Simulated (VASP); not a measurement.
The compound is YN (space group Fm-3m, No. 225), taken as an entry of the Crystallography Open Database, as set up for an electronic-structure calculation.

```cif
data_structure
_symmetry_space_group_name_H-M 'Fm-3m'
_symmetry_Int_Tables_number 225
_cell_length_a 4.8770
_cell_length_b 4.8770
_cell_length_c 4.8770
_cell_angle_alpha 90.000
_cell_angle_beta 90.000
_cell_angle_gamma 90.000
_cell_volume 116.00
loop_
_atom_site_label
_atom_site_type_symbol
_atom_site_symmetry_multiplicity
_atom_site_Wyckoff_symbol
_atom_site_fract_x
_atom_site_fract_y
_atom_site_fract_z
_atom_site_occupancy
Y1 Y 4 a 0.00000 0.00000 0.00000 1
N1 N 4 b 0.50000 0.00000 0.00000 1
```

Describe the stacking along [111], with columns A (0, 0), B (1/3, 2/3), C (2/3, 1/3) of the hexagonal mesh spanned by (a − b)/2 and (b − c)/2.

Y(A) – N(C) – Y(B) – N(A) – Y(C) – N(B) (six layers in 8.45 Å).

N layers alone: CAB, the cubic close-packed type.

Y: three octahedral sites (per hexagonal cell).

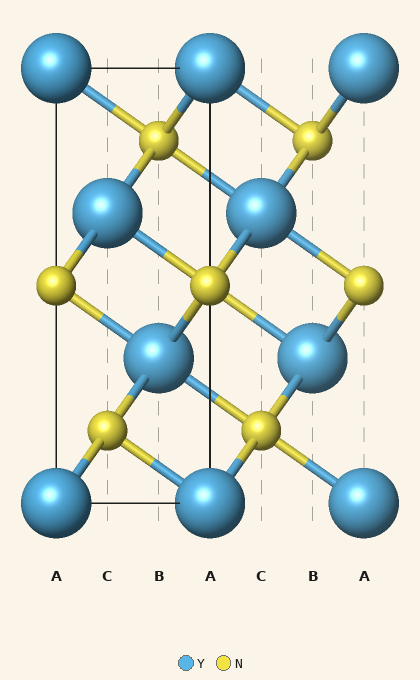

Projection along an edge of the hexagonal mesh, stacking direction [111] upwards. The dashed lines mark the three columns A (0, 0), B (1/3, 2/3) and C (2/3, 1/3). The box is the hexagonal cell of the face-centred cubic lattice. The sequence starts with the first layer at or above the cell's origin.
